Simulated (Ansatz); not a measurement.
## Geometry relaxation, with input and output: C

System: C (Fd-3m, 2 atoms in the cell).
Method: DFT LDA, scalar-relativistic, plane waves, PAW, PAW set soft_1, no spin polarisation (Ansatz 0.2.0).

The structure derives from an entry of the Crystallography Open Database.

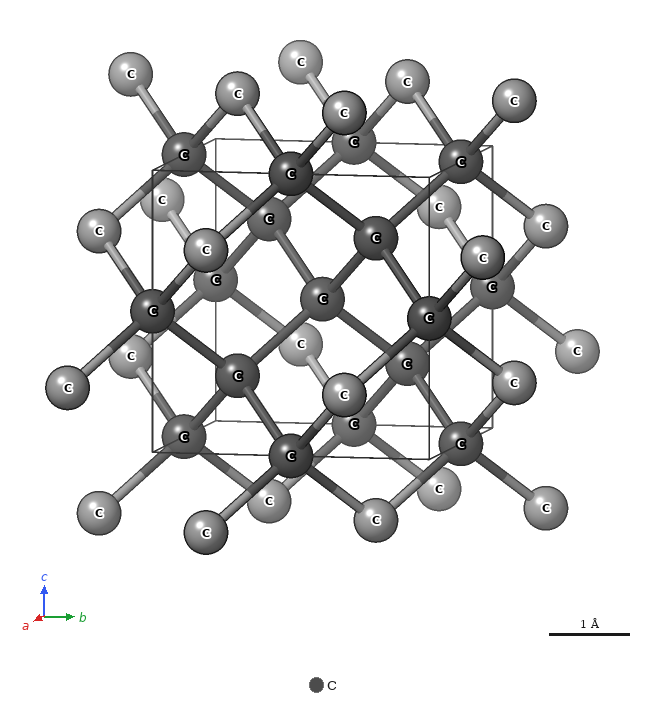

**Figure 1.** The structure as given in the input (ball-and-stick view of the cell 4 times as large as that of the calculation, set on its symmetry axes, seen slightly off an axis; neighbours outside the cell are drawn fainter). Near neighbours in the crystal (not all of them lie inside the picture): C has 4 C at 1.54 Å.

**Input**
```yaml
crystal:
  lattice:
    - [0.0, 1.7834, 1.7834]
    - [1.7834, 0.0, 1.7834]
    - [1.7834, 1.7834, 0.0]
  atoms:
    - { symbol: C, position: [0.5, 0.5, 0.5] }
    - { symbol: C, position: [0.75, 0.75, 0.75] }
basis:
  ecutwfc: 420
kpoints:
  mp_grid: { grid: [10, 10, 10] }
hamiltonian:
  xc: lda
  pseudopotentials: { kind: paw, azcp: { folder: soft_1 } }
scf:
  occupations: { method: gaussian, width: 0.1 }
output:
  forces: true
  stress: true
  eigenvalues: true
relax:
  adjacent_minimum: "off"
  f_tol: 0.05
  max_steps: 80
  cell: { stress_tol: 0.5 }
```

Hardware: 4 threads of AMD EPYC (Zen 5), 32 GiB of memory available, shared host.

Launch command:
```bash
ansatz run input.yaml --threads 4 --pin off --max-ram 8192MiB --backend cpu --events-out ev --progress --plain --runs-dir out
```

**The program's output**
```
Warning: [file] the record states the generating functional pbe (its physics header spells it `PBE`), which answers neither for hamiltonian.xc's functional nor for the lda family's — results may be inconsistent (PPs are generated against a specific XC)
Engine: ansatz 0.2.0, x86_64-unknown-linux-gnu
Pseudopotentials: kind: paw
Pseudopotential: C, paw, valence charge 4, recommended cutoff 420 eV (normal), [file]
Functional definition: SPW92
  exchange = slater_x
  correlation = pw_c
Crystal: 2 atoms, lattice volume = 11.344 Å³
Basis set: ecut = 420 eV, 229 PW (Γ)
Bands: 8, of which v1, the nominal top of the filled ones, is band 4 counted from 1 (3 counted from 0)
Symmetry: 48 space group operations
Space group: Fd-3m (ITA 227), of the structure as read, at distance tolerance 2.2e-5 Å
k-points: 47 of 1000
Non-local potential: C, projectors of the file, l = 0: 2, l = 1: 2, l = 2: 1
PAW form: soft (Blöchl's): semilocal exchange-correlation on the pseudo side does not see the compensation charge
PAW frozen core: C, regenerated for the run's functional, and the local potential with it (the file was generated under x = pbe(κ = 0.804, μ = 0.2195149727645171), c = pbe(β = 0.06672455060314922))
PAW one-centre angular grid: C, 110 points (default); XC on 64 Gauss nodes
Initial density: superposition of atomic densities (chi_scale 0.1, normalization cell)
Initial wavefunctions: pseudopotential atomic-orbital guess
Functional: x = slater, c = lda
SCF iter   1: F=—  HF=-486.648928 eV  |F-HF|=—  |Δ(HF+E_count)|=         —  Δρ=1.40e-1  dr2=1.57e0  ethr=3.10e-3  ⟨swp⟩=4.3  Hψ=2393  notcnv=0
preconditioner: auto → none  [insulator: Δε(μ)=4.943 eV  Ē_g=19.535 eV  σ=0.100 eV  W_gap=1.00  n_scr=0 (ndim 8)  ℏωp=31.2 eV  f_vac=0.000  D(μ)=0.00/eV (n_scr^D=0)  ε∞_Penn≈3.5]
SCF iter   2: F=—  HF=-486.074882 eV  |F-HF|=—  |Δ(HF+E_count)|=   5.74e-1  Δρ=5.82e-2  dr2=2.59e-1  ethr=3.10e-3  ⟨swp⟩=2.7  Hψ=1091  notcnv=0
SCF iter   3: F=—  HF=-485.976097 eV  |F-HF|=—  |Δ(HF+E_count)|=   9.88e-2  Δρ=3.64e-3  dr2=4.89e-4  ethr=3.10e-3  ⟨swp⟩=2.4  Hψ=744  notcnv=0
SCF iter   4: F=—  HF=-485.976212 eV  |F-HF|=—  |Δ(HF+E_count)|=   1.15e-4  Δρ=1.46e-4  dr2=9.86e-7  ethr=6.12e-6  ⟨swp⟩=2.2  Hψ=564  notcnv=0
SCF iter   5: F=—  HF=-485.976214 eV  |F-HF|=—  |Δ(HF+E_count)|=   2.56e-6  Δρ=2.03e-5  dr2=1.10e-8  ethr=1.23e-8  ⟨swp⟩=2.1  Hψ=545  notcnv=0
SCF iter   6: F=-485.976214 eV  HF=-485.976214 eV  |F-HF|=5.68e-13  |Δ(HF+E_count)|=   5.75e-9  Δρ=1.71e-7  dr2=1.38e-12  ethr=1.37e-10  ⟨swp⟩=2.4  Hψ=1360  notcnv=0
SCF 1 converged in 6 iterations: F = -485.976214 eV  dr2 = 1.38e-12
  greatest PAW one-centre occupation: 0.639 electrons in one spin orbital (limit 2), on the C atom at site 1 (counted from 0), in its partial waves of l = 0
relax step   1: F+E_penalty+E_count = -485.97621407 eV  Δ(F+E_penalty+E_count) = +0.000e0 eV  max|allowed force component| = 6.476e-17 eV/Å  Δτ_max = 0.0000 Å  P = -13.230 GPa  Ω = 11.344 Å³  (6 SCF iters, dr2 threshold 1.00e-7 eV, accepted)
Crystal: 2 atoms, lattice volume = 11.140 Å³
Initial density: handed on by an earlier stage of this run
Initial wavefunctions: those handed on with the density
iter 1 solved again at ethr=2.85e-5 eV; its pass at ethr=3.10e-3 eV (dr2=2.28e-3 eV) is discarded
SCF iter   1: F=—  HF=-485.990084 eV  |F-HF|=—  |Δ(HF+E_count)|=         —  Δρ=4.83e-3  dr2=2.24e-3  ethr=2.85e-5  ⟨swp⟩=1.0  Hψ=2728  notcnv=0
preconditioner: auto → none  [insulator: Δε(μ)=4.219 eV  Ē_g=19.751 eV  σ=0.100 eV  W_gap=1.00  n_scr=0 (ndim 8)  ℏωp=31.5 eV  f_vac=0.000  D(μ)=0.00/eV (n_scr^D=0)  ε∞_Penn≈3.5]
SCF iter   2: F=—  HF=-485.989224 eV  |F-HF|=—  |Δ(HF+E_count)|=   8.60e-4  Δρ=1.87e-3  dr2=3.46e-4  ethr=2.79e-5  ⟨swp⟩=2.0  Hψ=543  notcnv=0
SCF iter   3: F=—  HF=-485.989079 eV  |F-HF|=—  |Δ(HF+E_count)|=   1.45e-4  Δρ=1.28e-4  dr2=6.26e-7  ethr=4.33e-6  ⟨swp⟩=2.8  Hψ=571  notcnv=0
SCF iter   4: F=—  HF=-485.989080 eV  |F-HF|=—  |Δ(HF+E_count)|=   3.85e-7  Δρ=3.99e-6  dr2=8.53e-10  ethr=7.82e-9  ⟨swp⟩=1.4  Hψ=435  notcnv=0
iter 5 did not close the SCF: its close was put off for the readings that it lacked (scf_convergence_deferred on its scf_iter line)
SCF iter   5: F=-485.989080 eV  HF=-485.989080 eV  |F-HF|=6.25e-12  |Δ(HF+E_count)|=   1.31e-9  Δρ=1.04e-6  dr2=2.91e-11  ethr=1.07e-11  ⟨swp⟩=2.1  Hψ=563  notcnv=0
SCF iter   6: F=-485.989080 eV  HF=-485.989080 eV  |F-HF|=3.98e-13  |Δ(HF+E_count)|=  5.85e-12  Δρ=2.07e-7  dr2=1.26e-12  ethr=1.00e-12  ⟨swp⟩=1.0  Hψ=963  notcnv=0
SCF 2 converged in 6 iterations: F = -485.989080 eV  dr2 = 1.26e-12
  greatest PAW one-centre occupation: 0.641 electrons in one spin orbital (limit 2), on the C atom at site 1 (counted from 0), in its partial waves of l = 0
relax step   2: F+E_penalty+E_count = -485.98907954 eV  Δ(F+E_penalty+E_count) = -1.287e-2 eV  max|allowed force component| = 9.599e-17 eV/Å  Δτ_max = 0.0000 Å  P = -5.203 GPa  Ω = 11.140 Å³  energy of the carried Pulay correction = +1.017e-3 eV  (6 SCF iters, dr2 threshold 2.00e-7 eV, accepted)
Crystal: 2 atoms, lattice volume = 11.011 Å³
Basis set: ecut = 420 eV, 181 PW (Γ)
iter 1 solved again at ethr=1.19e-5 eV; its pass at ethr=3.10e-3 eV (dr2=9.52e-4 eV) is discarded
SCF iter   1: F=—  HF=-485.992177 eV  |F-HF|=—  |Δ(HF+E_count)|=         —  Δρ=3.15e-3  dr2=9.33e-4  ethr=1.19e-5  ⟨swp⟩=1.0  Hψ=2672  notcnv=0
preconditioner: auto → none  [insulator: Δε(μ)=4.235 eV  Ē_g=19.924 eV  σ=0.100 eV  W_gap=1.00  n_scr=0 (ndim 8)  ℏωp=31.7 eV  f_vac=0.000  D(μ)=0.00/eV (n_scr^D=0)  ε∞_Penn≈3.5]
SCF iter   2: F=—  HF=-485.991818 eV  |F-HF|=—  |Δ(HF+E_count)|=   3.59e-4  Δρ=1.22e-3  dr2=1.44e-4  ethr=1.17e-5  ⟨swp⟩=2.0  Hψ=541  notcnv=0
SCF iter   3: F=—  HF=-485.991758 eV  |F-HF|=—  |Δ(HF+E_count)|=   6.01e-5  Δρ=8.33e-5  dr2=2.62e-7  ethr=1.81e-6  ⟨swp⟩=2.8  Hψ=572  notcnv=0
iter 4 did not close the SCF: its close was put off for the readings that it lacked (scf_convergence_deferred on its scf_iter line)
SCF iter   4: F=-485.991758 eV  HF=-485.991758 eV  |F-HF|=5.06e-12  |Δ(HF+E_count)|=   8.20e-8  Δρ=2.42e-6  dr2=2.78e-10  ethr=3.27e-9  ⟨swp⟩=1.4  Hψ=436  notcnv=0
iter 5 did not close the SCF: its close was put off for the readings that it lacked (scf_convergence_deferred on its scf_iter line)
SCF iter   5: F=-485.991758 eV  HF=-485.991758 eV  |F-HF|=2.44e-12  |Δ(HF+E_count)|=  7.33e-10  Δρ=6.83e-7  dr2=1.23e-11  ethr=3.48e-12  ⟨swp⟩=2.2  Hψ=563  notcnv=0
SCF iter   6: F=-485.991758 eV  HF=-485.991758 eV  |F-HF|=5.68e-13  |Δ(HF+E_count)|=  2.10e-12  Δρ=1.45e-7  dr2=6.02e-13  ethr=1.00e-12  ⟨swp⟩=1.0  Hψ=940  notcnv=0
SCF 3 converged in 6 iterations: F = -485.991758 eV  dr2 = 6.02e-13
  greatest PAW one-centre occupation: 0.643 electrons in one spin orbital (limit 2), on the C atom at site 1 (counted from 0), in its partial waves of l = 0
relax step   3: F+E_penalty+E_count = -485.99175785 eV  Δ(F+E_penalty+E_count) = -2.678e-3 eV  max|allowed force component| = 1.503e-16 eV/Å  Δτ_max = 0.0000 Å  P = +0.202 GPa  Ω = 11.011 Å³  energy of the carried Pulay correction = +1.666e-3 eV  (6 SCF iters, dr2 threshold 2.00e-7 eV, accepted)
Initial wavefunctions: pseudopotential atomic-orbital guess (no wavefunctions were taken with the density)
iter 1 solved again at ethr=2.71e-8 eV; its pass at ethr=3.10e-3 eV (dr2=2.17e-6 eV) is discarded
SCF iter   1: F=—  HF=-485.990377 eV  |F-HF|=—  |Δ(HF+E_count)|=         —  Δρ=1.72e-4  dr2=3.94e-7  ethr=2.71e-8  ⟨swp⟩=3.0  Hψ=3522  notcnv=0
preconditioner: auto → none  [insulator: Δε(μ)=4.211 eV  Ē_g=19.923 eV  σ=0.100 eV  W_gap=1.00  n_scr=0 (ndim 8)  ℏωp=31.7 eV  f_vac=0.000  D(μ)=0.00/eV (n_scr^D=0)  ε∞_Penn≈3.5]
SCF iter   2: F=—  HF=-485.990377 eV  |F-HF|=—  |Δ(HF+E_count)|=   2.99e-7  Δρ=8.54e-5  dr2=9.15e-8  ethr=4.93e-9  ⟨swp⟩=1.0  Hψ=376  notcnv=0
iter 3 did not close the SCF: its close was put off for the readings that it lacked (scf_convergence_deferred on its scf_iter line)
SCF iter   3: F=-485.990377 eV  HF=-485.990377 eV  |F-HF|=1.22e-10  |Δ(HF+E_count)|=   8.75e-8  Δρ=2.92e-6  dr2=1.31e-10  ethr=1.14e-9  ⟨swp⟩=2.0  Hψ=552  notcnv=0
iter 4 did not close the SCF: its close was put off for the readings that it lacked (scf_convergence_deferred on its scf_iter line)
SCF iter   4: F=-485.990377 eV  HF=-485.990377 eV  |F-HF|=2.27e-13  |Δ(HF+E_count)|=  1.20e-10  Δρ=2.33e-7  dr2=1.46e-12  ethr=1.64e-12  ⟨swp⟩=1.3  Hψ=390  notcnv=0
iter 5 did not close the SCF: its close was put off for the readings that it lacked (scf_convergence_deferred on its scf_iter line)
SCF iter   5: F=-485.990377 eV  HF=-485.990377 eV  |F-HF|=0.00e0  |Δ(HF+E_count)|=  1.14e-13  Δρ=5.39e-9  dr2=8.12e-16  ethr=1.00e-12  ⟨swp⟩=1.0  Hψ=376  notcnv=0
iter 6 did not close the SCF: its close was put off for the readings that it lacked (scf_convergence_deferred on its scf_iter line)
SCF iter   6: F=-485.990377 eV  HF=-485.990377 eV  |F-HF|=1.14e-13  |Δ(HF+E_count)|=    0.00e0  Δρ=7.47e-10  dr2=4.05e-17  ethr=1.00e-12  ⟨swp⟩=1.0  Hψ=376  notcnv=0
SCF iter   7: F=-485.990377 eV  HF=-485.990377 eV  |F-HF|=3.41e-13  |Δ(HF+E_count)|=  2.27e-13  Δρ=9.87e-11  dr2=5.19e-19  ethr=1.00e-12  ⟨swp⟩=1.0  Hψ=941  notcnv=0
SCF 4 converged in 7 iterations: F = -485.990377 eV  dr2 = 5.19e-19
relax step   4: F+E_penalty+E_count = -485.99037665 eV  Δ(F+E_penalty+E_count) = +1.381e-3 eV  max|allowed force component| = 1.307e-16 eV/Å  Δτ_max = 0.0000 Å  P = -0.015 GPa  Ω = 11.011 Å³  stress off target by 1.46e-2 GPa  SCF on the basis re-selected at this cell (its energy is not comparable with the rows above)  (7 SCF iters)
```

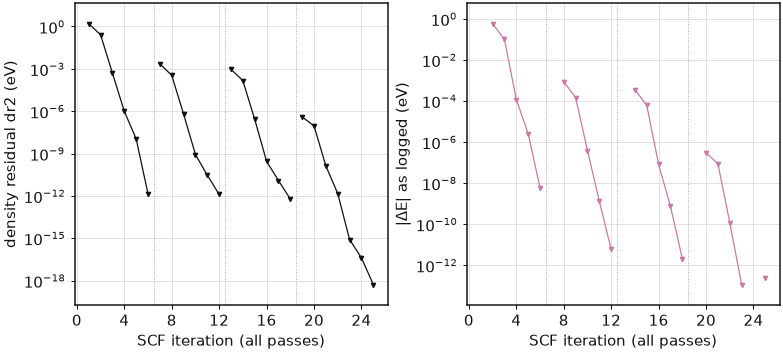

**Figure 2.** Convergence of the self-consistent field: density residual dr2 and size of the energy change against the SCF iteration. The dotted lines part the SCF passes of the relaxation: geometry steps, rejected trials and re-solves on a re-selected basis. The passes take 6, 6, 6 and 7 iterations.

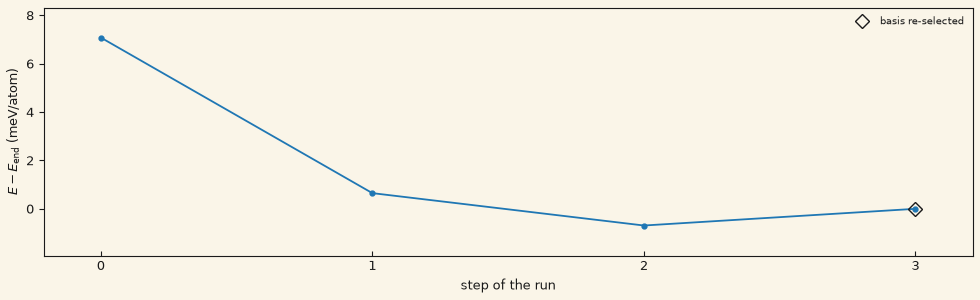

**Figure 3.** Progress of the relaxation, step by step (the first geometry is step 0 here and step 1 in the log).

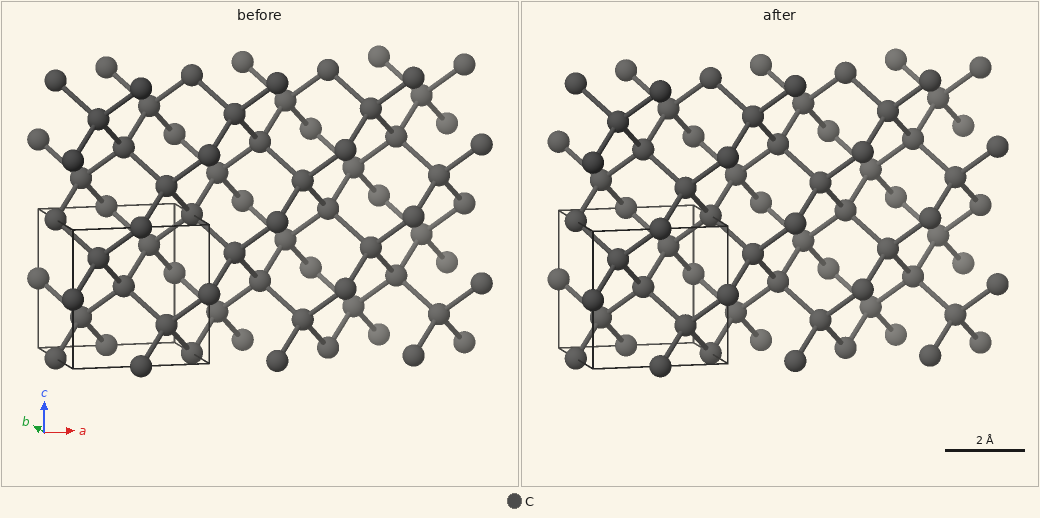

**Figure 4.** Before (left) and after (right) the relaxation, at one scale (ball-and-stick view of the cell 4 times as large as that of the calculation, set on its symmetry axes, repeated 3 × 1 × 2, seen slightly off an axis). After 2 geometry steps the energy has fallen by 7.8 meV per atom. All forces vanish by symmetry, so only the cell relaxes. Pressure: −13.23 GPa at the start and −0.01 GPa at the end. The atoms keep their places relative to the cell (all moves are under 0.005 Å). The drawn cell changes as follows: a = b = c 3.567 → 3.531 Å (−1.0 %); the volume changes by −2.9 %. Among the contacts that change: C1–C2 1.544 → 1.529 Å. The space group stays Fd-3m (No. 227). A last SCF at the same geometry on a re-selected plane-wave basis shifts the energy by +0.7 meV per atom. (Atoms are counted from 1 in the order of the input.)

```
basis re-selected at this cell: Δ(F+E_penalty+E_count) = +1.381e-3 eV, ΔP = -0.216 GPa vs the last step (what re-selecting the basis moved, of the pressure what is left beyond the Pulay correction that the steps carried, after the strain that the cell walked since its last selection, with what the two solves' SCF thresholds leave and, on support functions, any second-order correction that the steps lacked; it is no measure of the basis error at this ecutwfc). This SCF's stress stands 1.46e-2 GPa from its target on what of the cell is left free (relax.cell.stress_tol is 5.00e-1 GPa) and its largest allowed force component is 1.31e-16 eV/Å (relax.f_tol is 5.00e-2 eV/Å): within both
SCF converged after 7 iterations
Free energy (F): -485.990377 eV
Harris-Foulkes:  -485.990377 eV  (|F-HF|=3.41e-13)
Internal energy: -485.990377 eV  (E = F + TS)
E sigma→0 (E₀):  -485.990377 eV
Fermi energy:    15.743089 eV
--- Per-component energies (eV) ---
  E_band       = 36.332276
  E_kinetic    = 181.635557
  E_local      = -109.829335  (includes V_loc(G=0)·N_el)
  E_nonlocal   = 48.022004
  E_hartree    = 25.831777
  E_xc         = -95.202219
  E_vxc        = -117.918026  (∫ρ·V_xc dr)
  E_paw        = -185.140074  (= ΣΔE_a)
  E_vpaw       = -17.241517  (= ΣTr[D̂ρ^β])
  E_aug_tail   = 0.000038  (compensation charges beyond the density's cutoff)
  E_ewald      = -351.433789
  E_core_change = 0.125665  (= ΣΔE_core)
  E_smearing   = -0.000000  (= −TS)
  E_closure    = 0.000000  (closes the sum)
  Σ components = -485.990377   (vs F -485.990377, Δ=0.00e0)
--- Forces (eV/Å), atoms counted from 1 ---
  atom   1  C     -0.00000000    -0.00000000    -0.00000000
  atom   2  C      0.00000000     0.00000000     0.00000000
  max |Σ_I F_I| component: 8.56e-17 eV/Å
--- Stress (GPa, compression-positive) ---
       -0.014633      -0.000000       0.000000
        0.000000      -0.014633      -0.000000
        0.000000      -0.000000      -0.014633
  P = ⅓ Tr σ = -0.0146 GPa (-0.146 kbar)
--- Band table (eV; the first three rows and the last of 47) ---
  k-point 0: bands = ["-8.1015", "13.6382", "13.6382", "13.6382", "19.2613", "19.2613", "19.2613", "27.7951"]
  k-point 1: bands = ["-7.8194", "11.9384", "13.1765", "13.1765", "19.8615", "19.8615", "20.2560", "27.9529"]
  k-point 2: bands = ["-6.9772", "8.6913", "12.2741", "12.2741", "21.0130", "21.0130", "21.6004", "28.3837"]
  k-point 46: bands = ["1.5682", "1.5682", "5.2299", "5.2299", "23.0585", "23.0585", "27.4119", "27.4119"]
--- Relaxed structure (3 steps of the walk, 3 accepted, 1 SCFs on fresh bases) ---
  F+E_penalty+E_count = -485.99037665 eV   max|allowed force component| = 1.307e-16 eV/Å   (the final SCF, on the basis selected at the relaxed cell)
  cell:  # Å, volume = 11.0107 Å³
    - [6.36921504111949e-35, 1.7657489870147256, 1.7657489870147256]
    - [1.7657489870147256, 1.9107645123358462e-34, 1.7657489870147256]
    - [1.7657489870147256, 1.7657489870147256, -2.292917414803016e-34]
  atoms:
    - { symbol: C, position: [0.5, 0.5, 0.5] }
    - { symbol: C, position: [0.75, 0.75, 0.75] }
```

**Trajectory as extended XYZ (Å, eV, eV/Å), 4 frames, from step=1 to step=4**
```
2
Lattice="0.0000 1.7834 1.7834 1.7834 0.0000 1.7834 1.7834 1.7834 0.0000" Properties=species:S:1:pos:R:3:forces:R:3 step=1 energy=-485.97621 pressure_GPa=-13.23
C     1.7834    1.7834    1.7834    0.0000   0.0000   0.0000
C     2.6751    2.6751    2.6751    0.0000   0.0000   0.0000
2
Lattice="0.0000 1.7726 1.7726 1.7726 0.0000 1.7726 1.7726 1.7726 0.0000" Properties=species:S:1:pos:R:3:forces:R:3 step=2 energy=-485.98908 pressure_GPa=-5.20
C     1.7726    1.7726    1.7726    0.0000   0.0000   0.0000
C     2.6589    2.6589    2.6589    0.0000   0.0000   0.0000
2
Lattice="0.0000 1.7657 1.7657 1.7657 0.0000 1.7657 1.7657 1.7657 0.0000" Properties=species:S:1:pos:R:3:forces:R:3 step=3 energy=-485.99176 pressure_GPa=0.20
C     1.7657    1.7657    1.7657    0.0000   0.0000   0.0000
C     2.6486    2.6486    2.6486    0.0000   0.0000   0.0000
2
Lattice="0.0000 1.7657 1.7657 1.7657 0.0000 1.7657 1.7657 1.7657 0.0000" Properties=species:S:1:pos:R:3:forces:R:3 step=4 energy=-485.99038 pressure_GPa=-0.01
C     1.7657    1.7657    1.7657    0.0000   0.0000   0.0000
C     2.6486    2.6486    2.6486    0.0000   0.0000   0.0000
```

**Key numbers**

```json
{"quantity": "outcome", "value": "converged"}
{"quantity": "space group (tolerance 0.01 Å)", "value": "Fd-3m (227)"}
{"quantity": "electrons treated", "value": "8"}
{"quantity": "free energy", "value": "−485.9904 eV"}
{"quantity": "Fermi energy", "value": "15.743 eV"}
{"quantity": "gap on the k-point mesh", "value": "4.21 eV"}
{"quantity": "pressure", "value": "−0.01 GPa"}
{"quantity": "final volume", "value": "11.01 Å³"}
{"quantity": "largest force (length of the vector) at the end", "value": "under 0.001 eV/Å"}
{"quantity": "final cell", "value": "a = 2.497 Å, b = 2.497 Å, c = 2.497 Å, α = 60.00°, β = 60.00°, γ = 60.00°"}
{"quantity": "peak memory", "value": "0.32 GiB"}
```

The program warns: the PAW datasets were made with another functional.
